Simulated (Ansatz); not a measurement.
**Single-point calculation, with input and output: Ir**

Ir (Pmma, 2 atoms in the cell), computed with DFT PBEsol, scalar-relativistic, plane waves, PAW, spin-polarised (Ansatz 0.2.0).

The structure derives from a Materials Project entry. Figures and captions count atoms from 1; the log counts them from 0 in places.

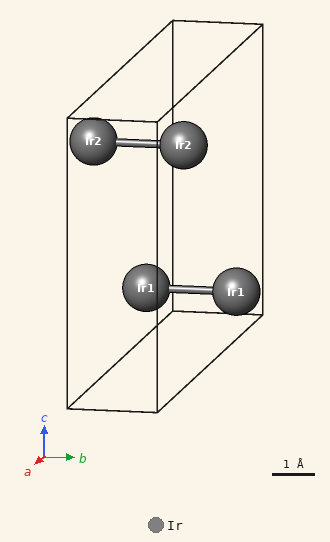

*The input geometry (ball-and-stick view of the cell of the calculation, seen slightly off an axis; atoms are numbered from 1 in the order of the input). An atom can appear more than once, as a periodic image.*

Near neighbours in the periodic cell (some may lie outside the picture): Ir has 2 Ir at 2.23 Å.

Input file
```yaml
crystal:
  lattice:
    - [12.23845525, 0.0, 0.0]
    - [0.0, 2.23343126, 0.0]
    - [0.0, 0.0, 7.1930008]
  atoms:
    - { symbol: Ir, position: [0.25, 0.0, 0.1639884], spin: 1.0 }
    - { symbol: Ir, position: [0.75, 0.0, 0.8360116], spin: 1.0 }
basis:
  ecutwfc: 420
kpoints:
  mp_grid: { grid: [4, 18, 6] }
hamiltonian:
  xc: pbesol
scf:
  occupations: { method: gaussian, width: 0.1 }
  lower_state_search: "off"
output:
  forces: true
  stress: true
  eigenvalues: true
  populations: true
  write_density: true
  write_potential: true
  elf: true
  volumetric_format: npy
magnetization:
  spin_polarized: true
```

Machine: 1 thread of Intel Xeon @ 2.50GHz (Skylake/Cascade Lake), 189 GiB of memory available, shared host.

Launch command:
```bash
ansatz run input.yaml --threads 1 --pin off --max-ram 2560MiB --backend cpu --events-out ev --progress --plain --runs-dir out
```

What the program printed
```
Engine: ansatz 0.2.0, x86_64-unknown-linux-gnu
Pseudopotentials: kind: paw
Pseudopotential: Ir, paw, valence charge 17, recommended cutoff 420 eV (normal), Ir.paw.azcp
Functional definition: PBEsol
  exchange = pbesol_x
  correlation = pbesol_c
Crystal: 2 atoms, lattice volume = 196.612 Å³
Basis set: ecut = 420 eV, 3859 PW (Γ), exchange–correlation on 180×30×100 points (8 copies of the dense FFT grid, shifted against one another)
Bands: 22, of which v1, the nominal top of the filled ones, is band 17 counted from 1 (16 counted from 0)
Symmetry: 8 space group operations
Space group: Pmma (ITA 51), of the structure as read, at distance tolerance 5.8e-5 Å
Magnetic group: BNS 51.289 (UNI 387), of the structure as read, at distance tolerance 5.8e-5 Å
k-points: 120 of 432
Non-local potential: Ir, projectors of the file, l = 0: 3, l = 1: 2, l = 2: 2, l = 3: 1
PAW form: soft (Blöchl's): semilocal exchange-correlation on the pseudo side does not see the compensation charge
PAW frozen core: Ir, regenerated for the run's functional, and the local potential with it (the file was generated under x = pbe(κ = 0.804, μ = 0.2195149727645171), c = pbe(β = 0.06672455060314922))
PAW one-centre angular grid: Ir, 590 points (default); XC on 64 Gauss nodes
Initial density: superposition of atomic densities (neutral atoms: chi_scale 0, normalization atom)
Starting moments: Σ|m| = 2 μB on 2 of 2 sites
Initial wavefunctions: pseudopotential atomic-orbital guess
Functional: x = pbesol(κ = 0.804, μ = 0.12345679012345678), c = pbesol(β = 0.046)
iter 1 solved again at ethr=2.63e-3 eV; its pass at ethr=3.10e-3 eV (dr2=8.95e-1 eV) is discarded
SCF iter   1: F=—  HF=-23589.537897 eV  |F-HF|=—  |Δ(HF+E_count)|=         —  Δρ=2.04e-2 (↑1.88e-2 ↓2.04e-2)  dr2=8.94e-1  dr2_m=4.15e-1  M=1.110 μB ∫|m|=1.110 μB  β_m=0.30  ethr=2.63e-3  ⟨swp⟩=1.0  Hψ=30830  notcnv=0
preconditioner: auto → Resta (q_TF=auto, 2.036 Å⁻¹)  ε∞=4.5  [insulator: Δε(μ)=0.136 eV  Ē_g=6.009 eV  σ=0.100 eV  W_gap=0.66  n_scr=30 (ndim 8)  ℏωp=11.2 eV  f_vac=0.615  D(μ)=3.62/eV (n_scr^D=26)  ε∞_Penn≈4.5  vacuum switching on, ρ_ref=2.6e-3 e/Å³]
spin=Collinear: Resta preconditioning applied to the charge; magnetization (m = ρ↑ − ρ↓) channel mixes plain (no charge-response kernel on spin).
SCF iter   2: F=—  HF=-23589.402600 eV  |F-HF|=—  |Δ(HF+E_count)|=   1.35e-1  Δρ=1.38e-2 (↑1.38e-2 ↓1.16e-2)  dr2=2.88e-1  dr2_m=1.99e-1  M=1.111 μB ∫|m|=1.114 μB  β_m=0.30  ethr=2.63e-3  ⟨swp⟩=1.6  Hψ=5631  notcnv=0
preconditioner: auto → LDOS  [metal: Δε(μ)=0.056 eV  Ē_g=5.938 eV  σ=0.100 eV  W_gap=0.29  n_scr=30 (ndim 8)  ℏωp=11.2 eV  f_vac=0.614  D(μ)=4.57/eV (n_scr^D=30)]
spin=Collinear: LDOS preconditioning applied to the charge; magnetization (m = ρ↑ − ρ↓) channel mixes plain (no charge-response kernel on spin).
SCF iter   3: F=—  HF=-23589.336966 eV  |F-HF|=—  |Δ(HF+E_count)|=   6.56e-2  Δρ=8.90e-3 (↑8.90e-3 ↓6.92e-3)  dr2=3.91e-2  dr2_m=1.04e-1  M=1.110 μB ∫|m|=1.127 μB  β_m=0.30  ethr=8.48e-4  ⟨swp⟩=2.1  Hψ=7948  notcnv=0  defer=47
SCF iter   4: F=—  HF=-23589.340607 eV  |F-HF|=—  |Δ(HF+E_count)|=   3.64e-3  Δρ=5.71e-3 (↑5.34e-3 ↓5.71e-3)  dr2=2.99e-3  dr2_m=5.38e-2  M=1.110 μB ∫|m|=1.129 μB  β_m=0.30  ethr=1.15e-4  ⟨swp⟩=2.4  Hψ=9223  notcnv=0  defer=49
SCF iter   5: F=—  HF=-23589.349285 eV  |F-HF|=—  |Δ(HF+E_count)|=   8.68e-3  Δρ=4.05e-3 (↑3.75e-3 ↓4.05e-3)  dr2=6.66e-4  dr2_m=2.72e-2  M=1.110 μB ∫|m|=1.129 μB  β_m=0.30  ethr=8.79e-6  ⟨swp⟩=2.4  Hψ=8121  notcnv=0  defer=49
SCF iter   6: F=—  HF=-23589.353978 eV  |F-HF|=—  |Δ(HF+E_count)|=   4.69e-3  Δρ=2.78e-3 (↑2.78e-3 ↓2.78e-3)  dr2=1.01e-4  dr2_m=1.39e-2  M=1.110 μB ∫|m|=1.130 μB  β_m=0.30  ethr=1.96e-6  ⟨swp⟩=2.4  Hψ=8654  notcnv=0  defer=49
Mixer restart at iter 6: flushing history
spin-set hold released at iteration 6 (site moments contracting): the magnetisation degrees of freedom join the quasi-Newton model from the next iteration; the mixer history was flushed
SCF iter   7: F=—  HF=-23589.356148 eV  |F-HF|=—  |Δ(HF+E_count)|=   2.17e-3  Δρ=2.01e-3 (↑1.99e-3 ↓2.01e-3)  dr2=2.48e-5  dr2_m=7.20e-3  M=1.110 μB ∫|m|=1.130 μB  β_m=0.65  ethr=2.97e-7  ⟨swp⟩=2.0  Hψ=8625  notcnv=0  defer=49
SCF iter   8: F=—  HF=-23589.358561 eV  |F-HF|=—  |Δ(HF+E_count)|=   2.41e-3  Δρ=5.01e-5 (↑5.01e-5 ↓4.82e-5)  dr2=9.34e-7  dr2_m=4.03e-6  M=1.111 μB ∫|m|=1.132 μB  β_m=0.68  ethr=7.30e-8  ⟨swp⟩=3.0  Hψ=11536  notcnv=0  defer=49
SCF iter   9: F=—  HF=-23589.358634 eV  |F-HF|=—  |Δ(HF+E_count)|=   7.36e-5  Δρ=2.42e-5 (↑1.46e-5 ↓2.42e-5)  dr2=1.59e-7  dr2_m=6.44e-7  M=1.111 μB ∫|m|=1.132 μB  β_m=0.82  ethr=2.75e-9  ⟨swp⟩=2.2  Hψ=9200  notcnv=0  defer=47
iter 10 did not close the SCF: its close was put off for a magnetic moment that had not settled (scf_convergence_deferred on its scf_iter line)
SCF iter  10: F=-23589.358635 eV  HF=-23589.358635 eV  |F-HF|=2.83e-8  |Δ(HF+E_count)|=   3.74e-7  Δρ=1.86e-6 (↑1.86e-6 ↓1.44e-6)  dr2=3.73e-8  dr2_m=7.83e-10  M=1.111 μB ∫|m|=1.132 μB  β_m=0.73  ethr=2.94e-10  ⟨swp⟩=11.3  Hψ=36219  notcnv=0
SCF iter  11: F=-23589.358635 eV  HF=-23589.358635 eV  |F-HF|=6.68e-9  |Δ(HF+E_count)|=   5.45e-9  Δρ=7.44e-7 (↑7.44e-7 ↓6.58e-7)  dr2=9.16e-9  dr2_m=5.71e-11  M=1.111 μB ∫|m|=1.132 μB  ethr=1.10e-10  ⟨swp⟩=5.5  Hψ=29384  notcnv=0
SCF 1 converged in 11 iterations: F = -23589.358635 eV  dr2 = 9.16e-9
  greatest PAW one-centre occupation: 1.001 electrons in one spin orbital (limit 2), on the Ir atom at site 1 (counted from 0), in its partial waves of l = 1
```

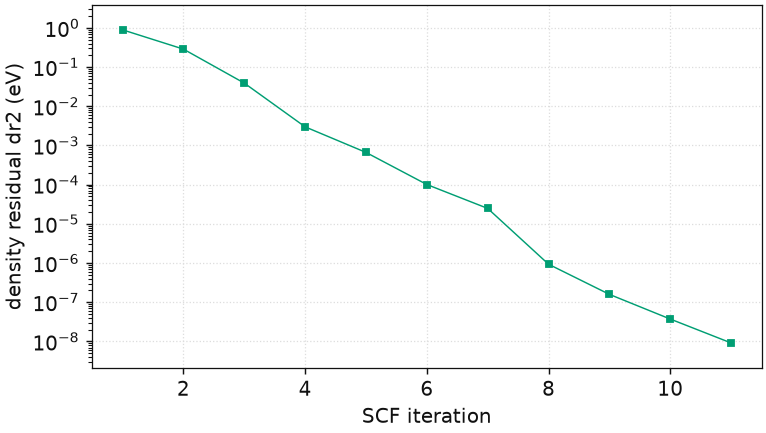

*Convergence of the self-consistent field: density residual dr2 against the SCF iteration.*

The residual falls at every step.

```
WARN: The output density's exchange-correlation potential varies sharply where the density is thin. Do not read a vacuum level from v_tot or v_xc, or from such a field of the output density. On a cell that repeats whose density bears no net charge and no dipole along the vacuum's axis use v_es (v_loc + v_h of the components); under efield.dipole_correction with no amplitude use v_es + v_field, which holds any external_charges[].barrier, or the levels of the report's work_function block, which leave it out; under a non-zero efield.amplitude the vacuum is tilted and has no level; on a cell that repeats and bears such a dipole with no correction it is tilted too, and efield.dipole_correction with no amplitude gives each side of its ramp a level where efield: is served; in a cell that repeats whose density bears a net charge (total_charge, or a fill off its count) it is curved and has none; of a slab under crystal.periodic whose density bears no net charge use v_es, which has a level on each side, short of where the two are joined; of another it falls or rises all the way out and has none; of a slab beside external_charges read slab_vacuum_level instead, which it has where they leave it neutral. The grid or the basis barely resolves most such structure, and the values can differ between equally converged runs; as a rule a tighter scf.convergence.dr2_threshold does not remove it. Where the density itself ripples (under the LDA too) a higher basis.ecutwfc lessens it. The files hold the spikes' plane waves up to the density's cutoff. Files: v_tot_of_output_density and the like, and their columns of v_z.tsv (output.write_potential); v_xc_of_output_density and the like, and their columns of v_comp_z.tsv (output.write_potential_components). Measured: with its Gaussian average of σ = 0.25 Å subtracted twice, the exchange-correlation potential is over 0.1 eV at 11362 of the grid points where the equally averaged density (valence and model cores) is under 1e-3 e/Å³, and 1.28 eV at the most among them, at an averaged density of 9.4e-5 e/Å³. The input density's (outcome.potential() and, of a run that writes arrays, v_tot and v_xc) is over 0.1 eV, so measured, at 11414 points of its own thin density, 1.28 eV at the most. See output.write_potential in the manual, Limitations
SCF converged after 11 iterations
Magnetization: 1.1107 μB (17.5553 up, 16.4447 down)
Absolute magnetization: 1.1322 μB (∫|ρ↑−ρ↓|, with the PAW one-centre terms)
Spin contamination: 0.0008 ħ² per cell (⟨S²⟩ above its minimum at these occupations)
Per-site moments (μB) at R_I (Å): [(0.40778813364949, 0.9212903947500001), (0.40778813364948996, 0.9212903947500001)]
Free energy (F): -23589.358635 eV
Harris-Foulkes:  -23589.358635 eV  (|F-HF|=6.68e-9)
Internal energy: -23589.342588 eV  (E = F + TS)
E sigma→0 (E₀):  -23589.350611 eV
Entropy (-TS):   -0.016047 eV (-8.023 meV/atom)
Fermi energy:    -1.373654 eV
--- Per-component energies (eV) ---
  E_band       = -1036.272529
  E_kinetic    = 1240.126641
  E_local      = -8638.273504  (includes V_loc(G=0)·N_el)
  E_nonlocal   = 160.764895
  E_hartree    = 3630.394365
  E_xc         = -523.550437
  E_vxc        = -586.618857  (∫ρ·V_xc dr)
  E_paw        = -18180.156842  (= ΣΔE_a)
  E_vpaw       = -473.061962  (= ΣTr[D̂ρ^β])
  E_aug_tail   = 0.000123  (compensation charges beyond the density's cutoff)
  E_ewald      = -1279.178398
  E_core_change = 0.530570  (= ΣΔE_core)
  E_smearing   = -0.016047  (= −TS)
  E_closure    = 0.000000  (closes the sum)
  Σ components = -23589.358635   (vs F -23589.358635, Δ=0.00e0)
--- Forces (eV/Å), atoms counted from 1 ---
  atom   1  Ir     0.00000000     0.00000000    -0.00075429
  atom   2  Ir     0.00000000     0.00000000     0.00075429
  max |Σ_I F_I| component: 0.00e0 eV/Å
--- Stress (GPa, compression-positive) ---
       -0.013469       0.000000       0.000000
        0.000000       2.285567       0.000000
        0.000000       0.000000      -0.008440
  P = ⅓ Tr σ = 0.7546 GPa (7.546 kbar)
--- Band table (eV; the first three rows and the last of 240) ---
  k-point 0 ↑: bands = ["-93.2526", "-93.2526", "-49.8851", "-49.8851", "-49.8850", "-49.8850", "-49.3652", "-49.3652", "-9.0419", "-9.0415", "-3.7880", "-3.7336", "-3.2931", "-3.2898", "-3.2882", "-3.2846", "0.9027", "0.9027", "0.9028", "0.9028", "1.2062", "1.6962"]
  k-point 1 ↑: bands = ["-93.2526", "-93.2526", "-49.8851", "-49.8851", "-49.8850", "-49.8850", "-49.3652", "-49.3652", "-9.0419", "-9.0415", "-3.7818", "-3.7305", "-3.2918", "-3.2899", "-3.2869", "-3.2854", "0.9027", "0.9027", "0.9028", "0.9028", "1.2381", "1.5849"]
  k-point 2 ↑: bands = ["-93.2526", "-93.2526", "-49.8851", "-49.8851", "-49.8850", "-49.8850", "-49.3652", "-49.3652", "-9.0418", "-9.0415", "-3.7687", "-3.7247", "-3.2901", "-3.2892", "-3.2874", "-3.2841", "0.9027", "0.9027", "0.9028", "0.9028", "1.3128", "1.3921"]
  k-point 119 ↓: bands = ["-92.7363", "-92.7363", "-51.7802", "-51.7802", "-49.1801", "-49.1801", "-49.1801", "-49.1801", "-6.0718", "-6.0718", "-6.0714", "-6.0714", "-1.0807", "-1.0807", "-1.0789", "-1.0789", "-0.0801", "-0.0801", "4.4724", "4.4724", "8.9757", "8.9757"]
--- Löwdin populations: 2 sites ---
  site symbol       q [e]    m [muB]
     0     Ir     16.9454     0.5578
     1     Ir     16.9454     0.5578
  spilling = 0.003214 (of n_electrons = 34.000000)
```

File populations.tsv
```
# site	symbol	l	j	q_up	q_dn
# orbitals = lowdin
# n_electrons = 34.000000
# spilling = 0.003214
0	Ir	0_5S	-	0.994181	0.994245
0	Ir	0_6S	-	0.637115	0.626735
0	Ir	1_5P	-	2.994089	2.993876
0	Ir	2_5D	-	4.126187	3.578927
1	Ir	0_5S	-	0.994181	0.994245
1	Ir	0_6S	-	0.637115	0.626735
1	Ir	1_5P	-	2.994089	2.993876
1	Ir	2_5D	-	4.126187	3.578927
```

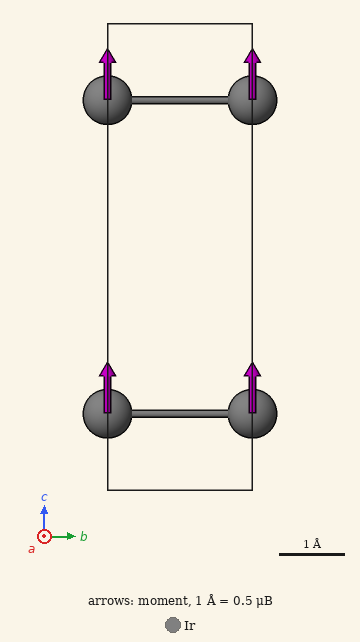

*Magnetic moments of the sites as pink arrows (ball-and-stick view of the cell of the calculation, along the a axis; atoms are numbered from 1 in the order of the input); small moments hardly show. The run is collinear, so the axis drawn is arbitrary.*

Site moments: Ir1, Ir2 (0.41 μB). They are counted near the atoms and needn't add up to the moment of the cell.

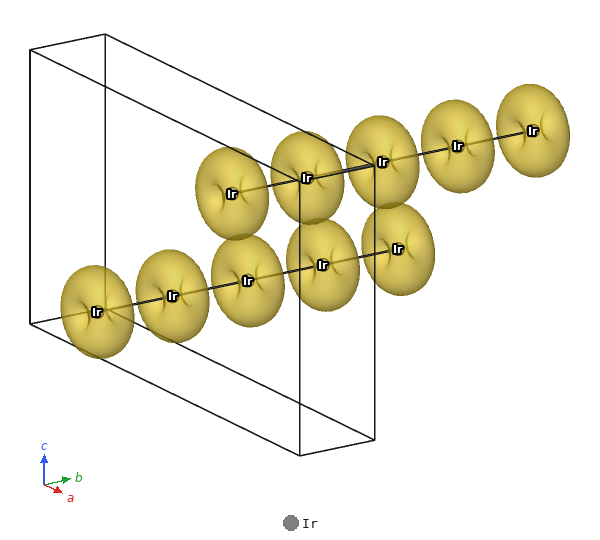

*Isosurface of the magnetisation density (up minus down) at +0.04 e/Å³ (yellow), seen at an oblique angle. Sticks mark near contacts. The outline is the cell set on symmetry axes.*

The cell of the calculation (2 atoms) carries 1.1 μB net. The fields are those of the smooth PAW valence density.

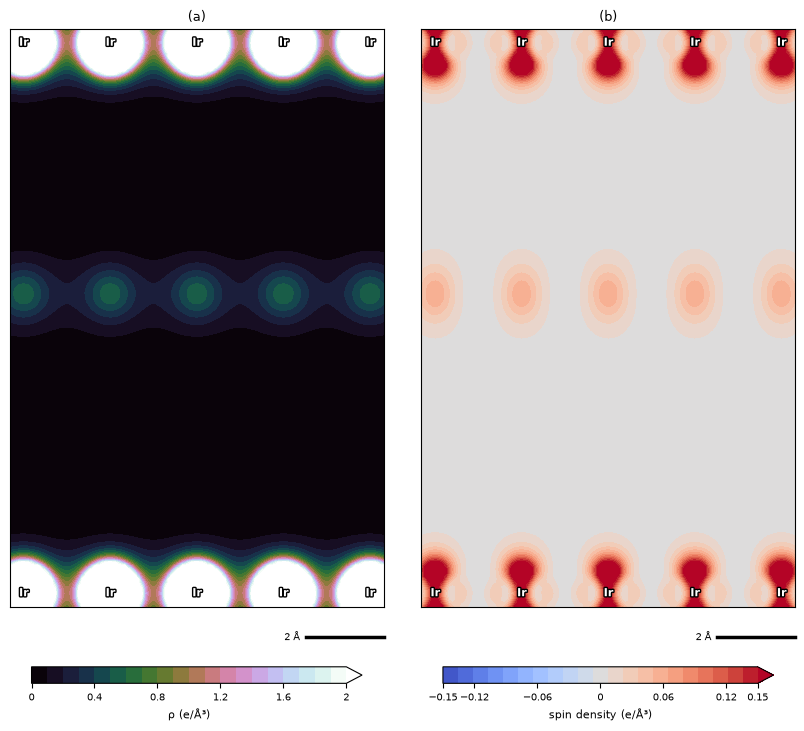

*(a) valence electron density; (b) spin density (up minus down) on the (101) plane of the conventional cell.*

Atoms in the plane: Ir. Ir–Ir (2.23 Å): the density is about 1.1 e/Å³ at the midpoint. The density dies away to nearly zero in the voids. The cell of the calculation (2 atoms) carries 1.1 μB net.

Summary

```csv
quantity,value
outcome,converged
space group (tolerance 0.01 Å),Pmma (51)
electrons treated,34
free energy,−23589.3586 eV
Fermi energy,−1.374 eV
gap on the k-point mesh,none (metallic)
net moment of the cell,1.11 μB
integrated absolute moment,1.13 μB
pressure,0.75 GPa
largest force (length of the vector),0.001 eV/Å
wall time,3.3 min
peak memory,0.93 GiB
```

The program warns: the exchange-correlation potential is rough where the density is thin. Spin–orbit coupling is left out, which matters for Ir.
